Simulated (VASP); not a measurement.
**Geometry relaxation, with input and output: Li2O (part 2 of 2)**

The same run, continued: Li2O (Fm-3m, 3 atoms in the cell); Kohn-Sham DFT of a periodic cell, LDA, VASP PAW LDA potentials, recommended, no spin polarisation (VASP 6.6.1); cutoff 600 eV, 10×10×10 k-mesh, Gaussian smearing of 0.03 eV. The structure derives from an entry of the Crystallography Open Database.

Geometry of the input (Å; fractional positions):
```
0.0000  2.3050  2.3050
2.3050  0.0000  2.3050
2.3050  2.3050  0.0000
Li 0.2500  0.2500  0.2500
Li 0.7500  0.7500  0.7500
O  0.0000  0.0000  0.0000
```

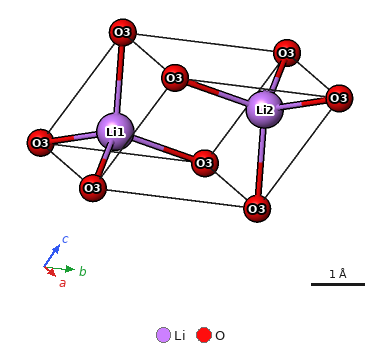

The geometry at step 2 of the log (ball-and-stick view of the cell of the calculation, seen at an oblique angle; atoms are numbered from 1 in the order of the input).

### Parts of OUTCAR, continued
```
--------------------------------------- Ionic step        1  -------------------------------------------

 number of electron      12.0000001 magnetization

 Free energy of the ion-electron system (eV)
  ---------------------------------------------------
  ext. energy  EPLUGINS =         0.00000000
  ---------------------------------------------------
  free energy    TOTEN  =       -15.71712716 eV

  energy without entropy =      -15.71712716  energy(sigma->0) =      -15.71712716

------------------------ aborting loop because EDIFF is reached ----------------------------------------

  FORCE on cell =-STRESS in cart. coord.  units (eV):
  Direction    XX          YY          ZZ          XY          YZ          ZX
  --------------------------------------------------------------------------------------
  -------------------------------------------------------------------------------------
  Total       -0.9998593     -0.9998593     -0.9998593      0.0000000      0.0000000     -0.0000000
  in kB      -65.4043608    -65.4043608    -65.4043608      0.0000000      0.0000000     -0.0000000
  external PRESSURE =     -65.4043608 kB  Pullay stress =       0.0000000 kB

 VOLUME and BASIS-vectors are now :
 -----------------------------------------------------------------------------
  energy-cutoff  :      600.00
  volume of cell :       24.49
      direct lattice vectors                 reciprocal lattice vectors
     0.000000000  2.305000000  2.305000000    -0.216919740  0.216919740  0.216919740
     2.305000000  0.000000000  2.305000000     0.216919740 -0.216919740  0.216919740
     2.305000000  2.305000000  0.000000000     0.216919740  0.216919740 -0.216919740

 POSITION                                       TOTAL-FORCE (eV/Angst)
 -----------------------------------------------------------------------------------
      1.15250      1.15250      1.15250         0.000000      0.000000     -0.000000
      3.45750      3.45750      3.45750        -0.000000     -0.000000      0.000000
      0.00000      0.00000      0.00000         0.000000      0.000000      0.000000
 -----------------------------------------------------------------------------------
    total drift:                                0.000000      0.000000      0.000000

  FREE ENERGIE OF THE ION-ELECTRON SYSTEM (eV)
  ---------------------------------------------------
  free  energy   TOTEN  =       -15.7171271619 eV

  energy  without entropy=      -15.7171271619  energy(sigma->0) =      -15.71712716

--------------------------------------- Ionic step        2  -------------------------------------------

 number of electron      12.0000006 magnetization

------------------------ aborting loop because EDIFF is reached ----------------------------------------

  FORCE on cell =-STRESS in cart. coord.  units (eV):
  Direction    XX          YY          ZZ          XY          YZ          ZX
  --------------------------------------------------------------------------------------
  -------------------------------------------------------------------------------------
  Total       -0.4256050     -0.4256050     -0.4256050      0.0000000      0.0000000      0.0000000
  in kB      -29.2276117    -29.2276117    -29.2276117      0.0000000      0.0000000      0.0000000
  external PRESSURE =     -29.2276117 kB  Pullay stress =       0.0000000 kB

 VOLUME and BASIS-vectors are now :
 -----------------------------------------------------------------------------
  energy-cutoff  :      600.00
  volume of cell :       23.33
      direct lattice vectors                 reciprocal lattice vectors
     0.000000000  2.267938775  2.267938775    -0.220464505  0.220464505  0.220464505
     2.267938775  0.000000000  2.267938775     0.220464505 -0.220464505  0.220464505
     2.267938775  2.267938775 -0.000000000     0.220464505  0.220464505 -0.220464505

 POSITION                                       TOTAL-FORCE (eV/Angst)
 -----------------------------------------------------------------------------------
      1.13397      1.13397      1.13397         0.000000      0.000000      0.000000
      3.40191      3.40191      3.40191        -0.000000     -0.000000     -0.000000
      0.00000      0.00000      0.00000         0.000000     -0.000000     -0.000000
 -----------------------------------------------------------------------------------
    total drift:                                0.000000      0.000000      0.000000

  FREE ENERGIE OF THE ION-ELECTRON SYSTEM (eV)
  ---------------------------------------------------
  free  energy   TOTEN  =       -15.7520632011 eV

  energy  without entropy=      -15.7520632011  energy(sigma->0) =      -15.75206320

--------------------------------------- Ionic step        3  -------------------------------------------

 number of electron      12.0000004 magnetization

------------------------ aborting loop because EDIFF is reached ----------------------------------------

  FORCE on cell =-STRESS in cart. coord.  units (eV):
  Direction    XX          YY          ZZ          XY          YZ          ZX
  --------------------------------------------------------------------------------------
  -------------------------------------------------------------------------------------
  Total       -0.0375390     -0.0375390     -0.0375390      0.0000000     -0.0000000      0.0000000
  in kB       -2.6578906     -2.6578906     -2.6578906      0.0000000     -0.0000000      0.0000000
  external PRESSURE =      -2.6578906 kB  Pullay stress =       0.0000000 kB

 VOLUME and BASIS-vectors are now :
 -----------------------------------------------------------------------------
  energy-cutoff  :      600.00
  volume of cell :       22.63
      direct lattice vectors                 reciprocal lattice vectors
     0.000000000  2.244960567  2.244960567    -0.222721061  0.222721061  0.222721061
     2.244960567  0.000000000  2.244960567     0.222721061 -0.222721061  0.222721061
     2.244960567  2.244960567 -0.000000000     0.222721061  0.222721061 -0.222721061

 POSITION                                       TOTAL-FORCE (eV/Angst)
 -----------------------------------------------------------------------------------
      1.12248      1.12248      1.12248        -0.000000     -0.000000      0.000000
      3.36744      3.36744      3.36744         0.000000      0.000000     -0.000000
      0.00000      0.00000      0.00000         0.000000     -0.000000      0.000000
 -----------------------------------------------------------------------------------
    total drift:                                0.000000      0.000000      0.000000

  FREE ENERGIE OF THE ION-ELECTRON SYSTEM (eV)
  ---------------------------------------------------
  free  energy   TOTEN  =       -15.7592668435 eV

  energy  without entropy=      -15.7592668435  energy(sigma->0) =      -15.75926684

--------------------------------------- Ionic step        4  -------------------------------------------

 number of electron      12.0000004 magnetization

 Free energy of the ion-electron system (eV)
  ---------------------------------------------------
  ext. energy  EPLUGINS =         0.00000000
  ---------------------------------------------------
  free energy    TOTEN  =       -15.75932432 eV

  energy without entropy =      -15.75932432  energy(sigma->0) =      -15.75932432

 E-fermi :   1.9439     XC(G=0): -10.6292     alpha+bet :-16.9770

 val. band max:        1.6458578962   @ k =   0.0000   0.0000   0.0000
 cond. band min:       6.5998152718   @ k =   0.5000   0.5000   0.0000
 fundamental gap:      4.9539573756
 Fermi energy:         1.9439217473

 k-point     1 :       0.0000    0.0000    0.0000
  band No.  band energies     occupation
      1     -40.1067      2.00000
      2     -39.6203      2.00000
      3     -13.5962      2.00000
      4       1.6459      2.00000
      5       1.6459      2.00000
      6       1.6459      2.00000
      7       7.5789      0.00000
      8      13.7218      0.00000
      9      13.7218      0.00000
     10      13.7218      0.00000

 k-point     2 :       0.1000    0.0000    0.0000
  band No.  band energies     occupation
      1     -40.0925      2.00000
      2     -39.6299      2.00000
      3     -13.5770      2.00000
      4       1.2816      2.00000
      5       1.5911      2.00000
      6       1.5911      2.00000
      7       7.8353      0.00000
      8      13.7987      0.00000
      9      13.8855      0.00000
     10      13.8855      0.00000

 k-point     3 :       0.2000    0.0000    0.0000
  band No.  band energies     occupation
      1     -40.0521      2.00000
      2     -39.6591      2.00000
      3     -13.5254      2.00000
      4       0.4324      2.00000
      5       1.4538      2.00000
      6       1.4538      2.00000
      7       8.4934      0.00000
      8      13.8701      0.00000
      9      14.1907      0.00000
     10      14.1907      0.00000

 k-point     4 :       0.3000    0.0000    0.0000
  band No.  band energies     occupation
      1     -39.9914      2.00000
      2     -39.7064      2.00000
      3     -13.4569      2.00000
      4      -0.4776      2.00000
      5       1.2955      2.00000
      6       1.2955      2.00000
      7       9.4123      0.00000
      8      13.6293      0.00000
      9      14.2291      0.00000
     10      14.2291      0.00000

 k-point     5 :       0.4000    0.0000    0.0000
  band No.  band energies     occupation
      1     -39.9182      2.00000
      2     -39.7685      2.00000
      3     -13.3969      2.00000
      4      -1.1390      2.00000
      5       1.1761      2.00000
      6       1.1761      2.00000
      7      10.4902      0.00000
      8      12.9435      0.00000
      9      14.0110      0.00000
     10      14.0110      0.00000

 [... the levels of 18 k-points are left out ...]

 k-point    24 :       0.4000    0.3000    0.0000
  band No.  band energies     occupation
      1     -39.9437      2.00000
      2     -39.7336      2.00000
      3     -13.3869      2.00000
      4      -0.1361      2.00000
      5       0.3946      2.00000
      6       0.5037      2.00000
      7       7.6599      0.00000
      8      14.8125      0.00000
      9      15.1150      0.00000
     10      16.5863      0.00000

 [... further k-points ...]

------------------------ aborting loop because EDIFF is reached ----------------------------------------

  FORCE on cell =-STRESS in cart. coord.  units (eV):
  Direction    XX          YY          ZZ          XY          YZ          ZX
  --------------------------------------------------------------------------------------
  -------------------------------------------------------------------------------------
  Total       -0.0005339     -0.0005339     -0.0005339      0.0000000      0.0000000      0.0000000
  in kB       -0.0379144     -0.0379144     -0.0379144      0.0000000      0.0000000      0.0000000
  external PRESSURE =      -0.0379144 kB  Pullay stress =       0.0000000 kB

 VOLUME and BASIS-vectors are now :
 -----------------------------------------------------------------------------
  energy-cutoff  :      600.00
  volume of cell :       22.56
      direct lattice vectors                 reciprocal lattice vectors
     0.000000000  2.242737804  2.242737804    -0.222941799  0.222941799  0.222941799
     2.242737804  0.000000000  2.242737804     0.222941799 -0.222941799  0.222941799
     2.242737804  2.242737804 -0.000000000     0.222941799  0.222941799 -0.222941799

 POSITION                                       TOTAL-FORCE (eV/Angst)
 -----------------------------------------------------------------------------------
      1.12137      1.12137      1.12137         0.000000      0.000000      0.000000
      3.36411      3.36411      3.36411        -0.000000     -0.000000     -0.000000
      0.00000      0.00000      0.00000         0.000000     -0.000000      0.000000
 -----------------------------------------------------------------------------------
    total drift:                                0.000000      0.000000      0.000000

  FREE ENERGIE OF THE ION-ELECTRON SYSTEM (eV)
  ---------------------------------------------------
  free  energy   TOTEN  =       -15.7593243174 eV

  energy  without entropy=      -15.7593243174  energy(sigma->0) =      -15.75932432

 reached required accuracy - stopping structural energy minimisation
```

### CONTCAR
```
Li2O
   1.00000000000000
     0.0000000000000000    2.2427378035185197    2.2427378035185197
     2.2427378035185197    0.0000000000000000    2.2427378035185197
     2.2427378035185197    2.2427378035185197   -0.0000000000000000
  Li              O
     2     1
Direct
     0.2500000000000000    0.2500000000000000    0.2500000000000000
     0.7500000000000000    0.7500000000000000    0.7500000000000000
     0.0000000000000000    0.0000000000000000    0.0000000000000000

  0.00000000E+00  0.00000000E+00  0.00000000E+00
  0.00000000E+00  0.00000000E+00  0.00000000E+00
  0.00000000E+00  0.00000000E+00  0.00000000E+00
```

### Trajectory as extended XYZ (Å, eV, eV/Å), 4 frames, from step=0 to step=3
```
3
Lattice="0.0000 2.3050 2.3050 2.3050 0.0000 2.3050 2.3050 2.3050 0.0000" Properties=species:S:1:pos:R:3:forces:R:3 step=0 energy=-15.71713
Li    1.1525    1.1525    1.1525    0.0000   0.0000   0.0000
Li    3.4575    3.4575    3.4575    0.0000   0.0000   0.0000
O     0.0000    0.0000    0.0000    0.0000   0.0000   0.0000
3
Lattice="0.0000 2.2679 2.2679 2.2679 0.0000 2.2679 2.2679 2.2679 -0.0000" Properties=species:S:1:pos:R:3:forces:R:3 step=1 energy=-15.75206
Li    1.1340    1.1340    1.1340    0.0000   0.0000   0.0000
Li    3.4019    3.4019    3.4019    0.0000   0.0000   0.0000
O     0.0000    0.0000    0.0000    0.0000   0.0000   0.0000
3
Lattice="0.0000 2.2450 2.2450 2.2450 0.0000 2.2450 2.2450 2.2450 -0.0000" Properties=species:S:1:pos:R:3:forces:R:3 step=2 energy=-15.75927
Li    1.1225    1.1225    1.1225    0.0000   0.0000   0.0000
Li    3.3674    3.3674    3.3674    0.0000   0.0000   0.0000
O     0.0000    0.0000    0.0000    0.0000   0.0000   0.0000
3
Lattice="0.0000 2.2427 2.2427 2.2427 0.0000 2.2427 2.2427 2.2427 -0.0000" Properties=species:S:1:pos:R:3:forces:R:3 step=3 energy=-15.75932
Li    1.1214    1.1214    1.1214    0.0000   0.0000   0.0000
Li    3.3641    3.3641    3.3641    0.0000   0.0000   0.0000
O     0.0000    0.0000    0.0000    0.0000   0.0000   0.0000
```

### Results in brief

```tsv
quantity	value
outcome	converged
space group (tolerance 0.01 Å)	Fm-3m (225)
electrons treated	12
free energy	−15.7593 eV
gap on the k-point mesh	4.95 eV
pressure	0.00 GPa
final volume	22.56 Å³
largest force (length of the vector) at the end	under 0.001 eV/Å
final cell	a = 3.172 Å, b = 3.172 Å, c = 3.172 Å, α = 60.00°, β = 60.00°, γ = 60.00°
hardware	2 threads of AMD EPYC (Zen 3), 360 GiB of memory available, shared host
wall time	62 s (CPU time 1.8 min)
peak memory	0.1 GiB
```

### Notes

The volume changed by more than 5 % on the plane waves of the start, so the result carries a basis error; a second relaxation from the end is advised.
